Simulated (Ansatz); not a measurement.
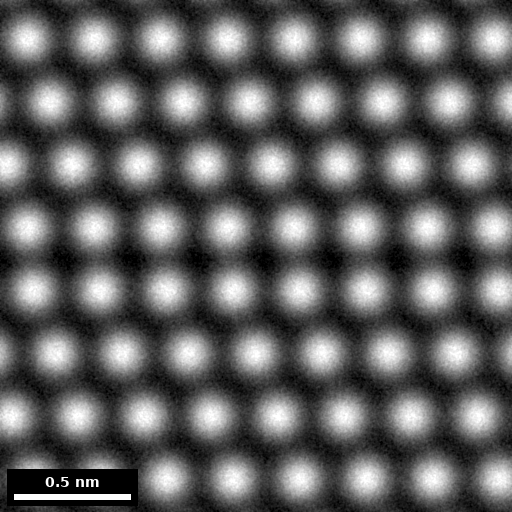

iDPC-like image of Sc (Fm-3m, No. 225) along [110]. Simulated as the projected potential of neutral atoms (B = 0.5 Å²) blurred by a 1.30 Å probe, the thin-sample limit of integrated differential phase contrast. The display is stretched by a gamma of 0.8; percentages refer to the linear signal. Shot noise was added.

One planar defect was built into the perfect crystal by geometry alone, without relaxation. Host structure: the input geometry of an electronic-structure calculation (not necessarily at equilibrium); the starting structure was generated, so it need not be a known form of this composition.

Q: Find the planar defect and say what kind it is.

A planar fault (a stacking fault) runs horizontally about 11 Å below the top edge. The part above it is shifted along the boundary by 1/4 of the 2.86 Å repeat of the rows (0.7 Å to the right, the same as 2.1 Å to the left); both parts keep the same orientation.
